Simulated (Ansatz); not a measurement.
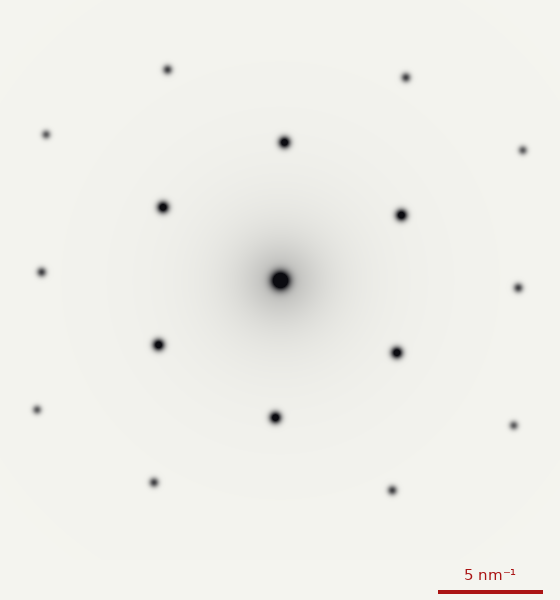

The pattern is a kinematic simulation for 200 kV electrons (no multiple scattering; isotropic B = 0.8 Å²).

It belongs to As, space group Fm-3m (No. 225), a = 4.26 Å. Structure: the end point of a relaxation with DFT, PBE, plane waves (420 eV) with PAW, scalar-relativistic (Ansatz); the starting structure was generated, so it need not be a known form of this composition.

Determine the zone axis from the geometry of the pattern.

The spots form a hexagonal net with both shortest vectors at d = 1.51 Å, 60.0° apart. They index as -2 2 0 and -2 0 2, so the zone axis is [111] (or an equivalent direction of <111>).
